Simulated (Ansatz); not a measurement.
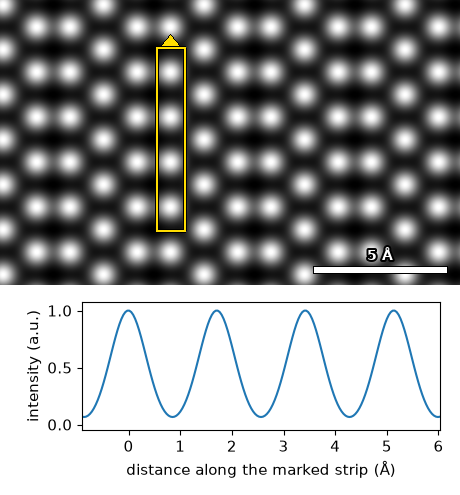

Integrated-DPC-like image of Rh (P6/mmm, No. 191) along [102]. Simulated as the projected potential of neutral atoms (B = 0.5 Å²) blurred by a 0.65 Å probe, the thin-sample limit of integrated differential phase contrast. Structure: coordinates from a relaxation with Ansatz, DFT, BLYP, plane waves (420 eV) with PAW, scalar-relativistic; the starting structure was generated, so it need not be a known form of this composition.

```
CELL_PARAMETERS angstrom
4.41698 0.00000 0.00000
-2.20849 3.82522 0.00000
0.00000 0.00000 2.71316
ATOMIC_POSITIONS crystal
Rh 0.00000 0.00000 0.00000
Rh 0.33333 0.66667 0.50000
Rh 0.66667 0.33333 0.50000
```

The curve is the intensity along the marked strip, in the direction of its arrowhead, with zero distance at the first column. Brightness is counted from the darkest point of the image.

> Assign the peaks of the line profile.

| position (Å) | atoms per repeat along the beam | height (% of the highest) |
| --- | --- | --- |
| 0.0 | 1 Rh | 100 |
| 1.7 | 1 Rh | 100 |
| 3.4 | 1 Rh | 100 |
| 5.1 | 1 Rh | 100 |
